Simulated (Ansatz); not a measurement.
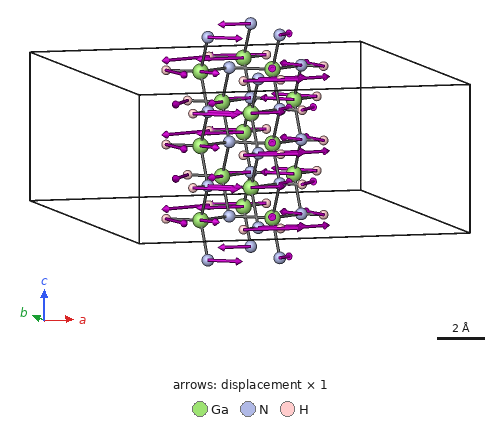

A relaxation of a wire of composition Ga$_{3}$H$_{5}$N$_{3}$. The starting structure is drawn; purple arrows show the displacements (the part carried along by the change of the cell is left out), at their true length.

The picture is a ball-and-stick view of the 2 repeat of the cell, with the vacuum cut short, seen slightly off an axis.

Case: wire along [1 1 0], 12 atoms a period, capped with H.

Level of theory: DFT PBE, scalar-relativistic, plane waves, PAW in Ansatz. Set-up: plane-wave cutoff 420 eV; k-point mesh 1 × 1 × 10; occupations gaussian; smearing width 0.05 eV; no spin polarisation; cell relaxed at fixed a, b, alpha, beta, gamma; force threshold 0.02 eV/Å; at most 45 steps.

### What did the optimiser do to the structure, and how much energy did it gain?

The largest moves relative to the centre of the atoms, 2.67 Å, are those of H atoms. By element the largest moves are H 2.67 Å, N 2.23 Å, Ga 2.15 Å. Along the periodic axis the drawn cell goes c 6.433 → 6.512 Å (+1.2 %). Near-neighbour distances that change, for instance: Ga–N 1.970 → 2.070 Å, Ga–N 1.970 → 1.895 Å, Ga–N 1.970 → 2.031 Å, Ga–H 1.570 → 1.554 Å. Among the angles between lasting bonds that change: N–Ga–H 109.5° → 126.0°, N–Ga–H 109.5° → 125.0°, H–Ga–H 109.5° → 123.9°. The energy falls by 0.992 eV per cell of the calculation in 34 accepted moves (37 points after the start). The largest force component goes from 2.4 to 0.014 eV/Å. The line search rejected the trial steps at points 5, 17 of the run. At 1 point the geometry stayed and the basis and grid were re-selected for the new cell (energy shift of 8.6 meV per cell of the calculation at most each time). The run took 7.9 min on 4 threads of Intel(R) Xeon(R) Platinum 8488C (Sapphire Rapids), on a shared host, peak memory 2.2 GiB.
